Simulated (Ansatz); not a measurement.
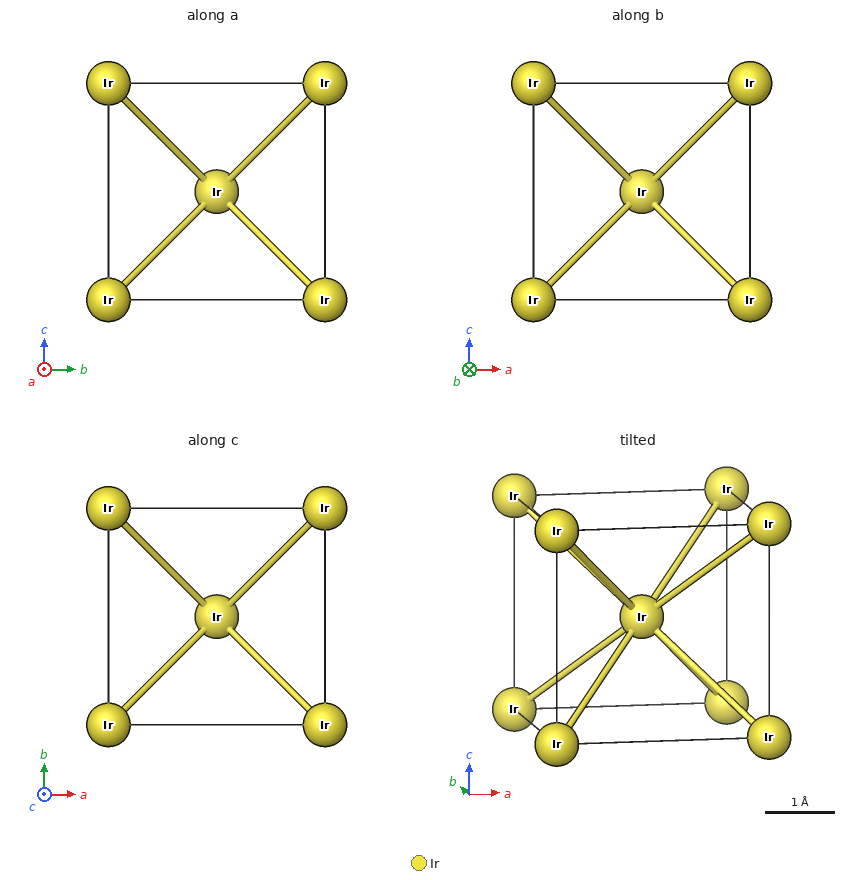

A ball-and-stick rendering, viewed along the a axis, along the b axis, along the c axis and slightly off an axis. Atoms at the boundary of the conventional unit cell (the box) are drawn once for each face, edge or corner they touch.

Lattice parameters: a = 3.1664 Å, b = 3.1664 Å, c = 3.1664 Å, α = 90.000°, β = 90.000°, γ = 90.000°.

> Write the structure as a CIF in P1 with every atom of the cell.

```cif
data_structure
_symmetry_space_group_name_H-M 'P 1'
_symmetry_Int_Tables_number 1
_cell_length_a 3.1664
_cell_length_b 3.1664
_cell_length_c 3.1664
_cell_angle_alpha 90.000
_cell_angle_beta 90.000
_cell_angle_gamma 90.000
_cell_volume 31.75
loop_
_atom_site_label
_atom_site_type_symbol
_atom_site_fract_x
_atom_site_fract_y
_atom_site_fract_z
_atom_site_occupancy
Ir1 Ir 0.0000 0.0000 0.0000 1
Ir2 Ir 0.5000 0.5000 0.5000 1
```

Its origin is a structure type filled with this element by a generator (whether the element takes this form wasn't checked). Earlier steps of the study may have refined or changed the cell and positions. It was run through Ansatz as a DFT input.

At this level of theory the cell isn't at rest (stretched, at -10 GPa), so its distances can differ from those at equilibrium, the more so the softer the solid.
